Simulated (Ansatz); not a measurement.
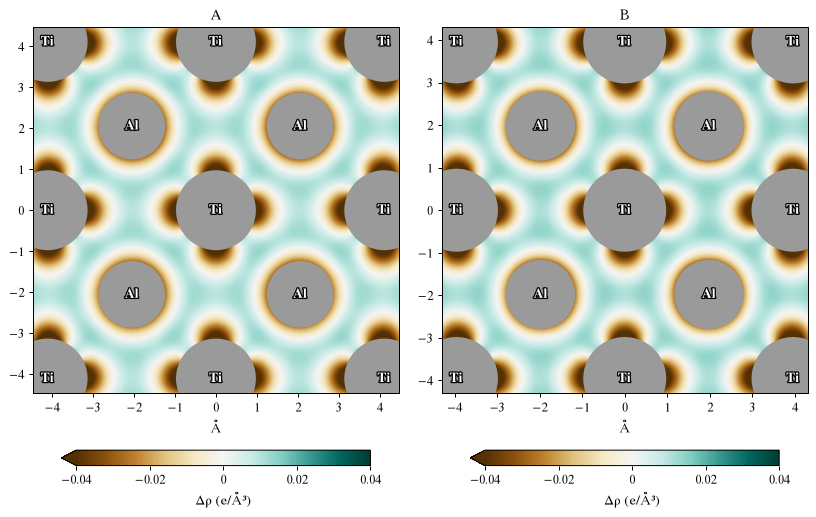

TiAl$_{3}$: deformation density on the (100) plane of the conventional cell at two volumes, with the same fractional coordinates and one colour scale. Grey discs cover the cores.

Space group Pm-3m. The cell comes from a database of computed structures, not from a measurement.

These are results of DFT PBEsol, scalar-relativistic, plane waves, PAW in Ansatz 0.2.0, not measurements.

Which panel is the larger cell, by how much, and what changes?

A is the larger cell: A has 112 % of the volume of B.
From B to A, Al–Ti goes from 2.80 to 2.90 Å, and Δρ at its midpoint stays at +0.013 e/Å³.
The pressure is −1 GPa in B and −10 GPa in A.
The rearranged charge is 0.16 e an atom in B and 0.16 e in A.
